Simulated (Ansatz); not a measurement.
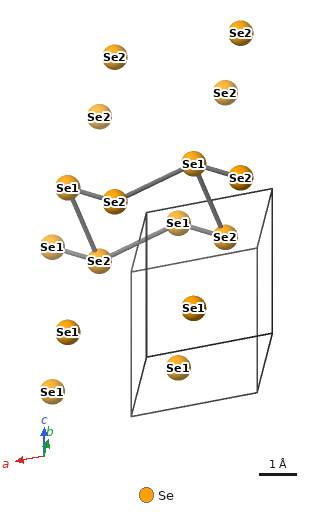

This is the input geometry for a relaxation of a crystal of Se (a generated structure, set up in P-3m1) (coarse preliminary run). Style: ball-and-stick. Shown: the cell of the calculation, repeated 2 × 2 × 2 with one cell outlined, from a free direction.

All numbers below come from DFT PBE+D3(BJ), scalar-relativistic, plane waves, PAW in Ansatz.

Input
```yaml
crystal:
  lattice:
    - [3.79109146, 0.0, 0.0]
    - [-1.89554573, 3.28318151, 0.0]
    - [0.0, 0.0, 4.43384149]
  atoms:
    - { symbol: Se, position: [0.66666667, 0.33333333, 0.14477756] }
    - { symbol: Se, position: [0.33333333, 0.66666667, 0.85522244] }
basis:
  ecutwfc: 420
kpoints:
  mp_grid: { grid: [6, 6, 4] }
hamiltonian:
  xc: pbe
  dispersion: d3bj
scf:
  occupations: { method: gaussian, width: 0.1 }
  lower_state_search: "off"
output:
  forces: true
  stress: true
  eigenvalues: true
relax:
  adjacent_minimum: "off"
  f_tol: 0.04
  max_steps: 70
  cell: { stress_tol: 0.4 }
```

Launched with:
```bash
ansatz run input.yaml --threads 1 --pin off --max-ram 2560MiB --backend cpu --events-out ev --progress --plain --runs-dir out
```

### Where does the relaxation end?

Over 9 accepted moves (11 points after the start) the energy falls by 384 meV per atom. Largest force component: 0.54 eV/Å at the start, 0.00015 eV/Å at the end. The pressure goes from 1.75 to 0.05 GPa. The line search rejected the trial step at point 7 of the run. The SCF was repeated once at an unchanged geometry on a basis and grid sized afresh for the cell, which shifted the energy by 0.4 meV per atom at most. The largest moves relative to the cell, 0.41 Å, are those of Se1 and Se2. Se1 goes along +c. The drawn cell changes as follows: a = b 3.791 → 3.520 Å (−7.2 %), c 4.434 → 3.891 Å (−12.2 %); the volume changes by −24.4 %. Some distances before and after: Se1–Se2 3.836 → 2.813 Å, Se1–Se2 (another image) 2.538 → 2.813 Å. New bonds form: Se1–Se2 (3.84 → 2.81 Å). Bond angles that change, for instance: Se2–Se1–Se2 96.7° → 77.4°. The space group (tolerance 0.01 Å) goes from P-3m1 (No. 164) to P6_3/mmc (No. 194).

Step by step:

```csv
step,"E − E(0), meV/atom","largest force component, eV/Å","pressure, GPa","volume, Å³/atom",note
0,0.00,0.5367,1.75,27.594,
1,-59.40,0.1247,-0.82,27.207,
2,-101.50,0.2581,-0.62,26.030,
3,-143.14,0.5532,-0.10,24.707,
4,-223.27,0.5847,1.09,22.747,
5,-270.08,0.1864,3.64,21.420,
6,-335.65,0.5437,-0.49,21.999,
7,-332.84,0.3682,-4.85,23.077,rejected
8,-372.46,0.1006,-1.99,21.823,
9,-383.98,0.0082,0.58,20.792,
10,-384.60,0.0002,0.05,20.872,
11,-384.21,0.0002,0.05,20.872,"same geometry, new basis"
```

Final geometry:

```
CELL_PARAMETERS angstrom
3.51969 0.00000 0.00000
-1.75985 3.04814 0.00000
0.00000 0.00000 3.89101
ATOMIC_POSITIONS crystal
Se 0.66667 0.33333 0.25000
Se 0.33333 0.66667 0.75000
```

The end point in the same view:

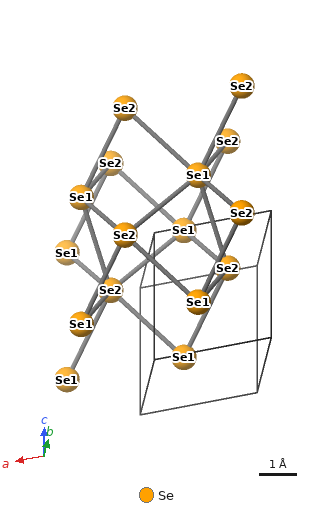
